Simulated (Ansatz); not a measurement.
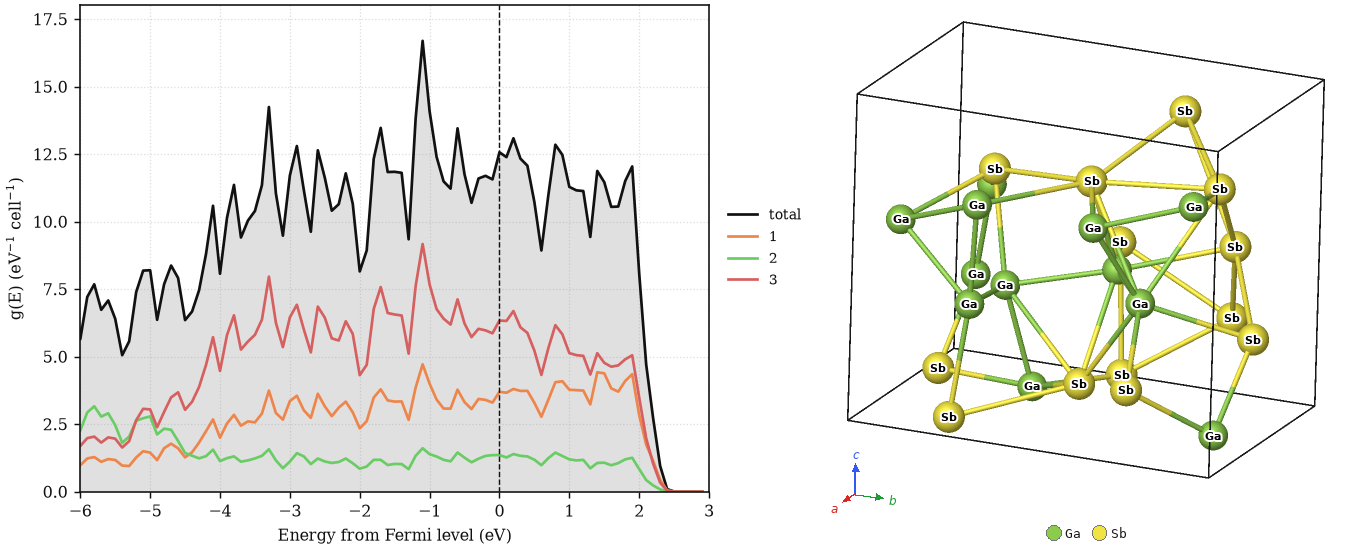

Density of states, beside the structure. Energies are counted from the Fermi level. The partial curves are projected on Löwdin-orthogonalised atomic shells.

The material is GaSb (amorphous cell), 24 atoms in the cell.

Ansatz; DFT PBEsol, scalar-relativistic, plane waves, PAW, no spin polarisation, 2×3×3 k mesh, 420 eV cutoff, Gaussian smearing of 0.1 eV.

**Assign each number in the legend. The candidates: Ga 4p, Ga 4s, Sb 5p.**

1 is Ga 4p; 2 is Ga 4s; 3 is Sb 5p.

**What is the density of states at the Fermi level?**

It is a metal. The density of states at the Fermi level is about 12 per eV and cell (mean within 0.25 eV), or 0.51 per atom.

The atoms aren't at rest in this cell (largest force 0.4 eV/Å), so the relaxed material can differ. The k mesh is coarse for this system.
